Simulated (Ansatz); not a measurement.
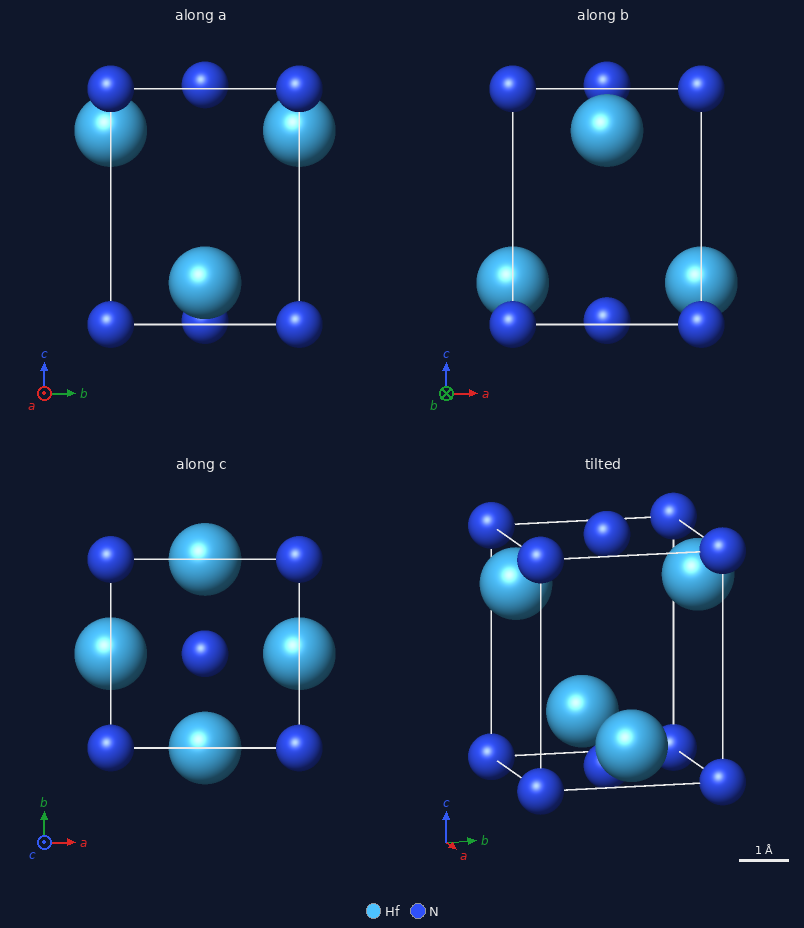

The image is a spheres-only drawing of a crystal, viewed along the a axis, along the b axis, along the c axis and slightly off an axis. The edges of the conventional unit cell are marked.

Lattice parameters: a = 3.857 Å, b = 3.857 Å, c = 4.818 Å, α = 90.00°, β = 90.00°, γ = 90.00°.

Record the structure as a table of Wyckoff sites, with free fractional coordinates to two decimals.

Space group Pmm2 (No. 25).
| atom | site | x | y | z |
| --- | --- | --- | --- | --- |
| Hf | 1b | 0.00 | 0.50 | 0.18 |
| Hf | 1c | 0.50 | 0.00 | 0.82 |
| N | 1d | 0.50 | 0.50 | 0.02 |
| N | 1a | 0.00 | 0.00 | 0.00 |

Its origin is a structure type filled with these elements by a generator (whether the compound takes this form wasn't checked). The cell was then strained or its atoms displaced on purpose. It was run through Ansatz as a DFT input.

At this level of theory the run's own cell isn't at rest (forces up to 0.7 eV/Å), so its distances can differ from those at equilibrium, the more so the softer the solid.
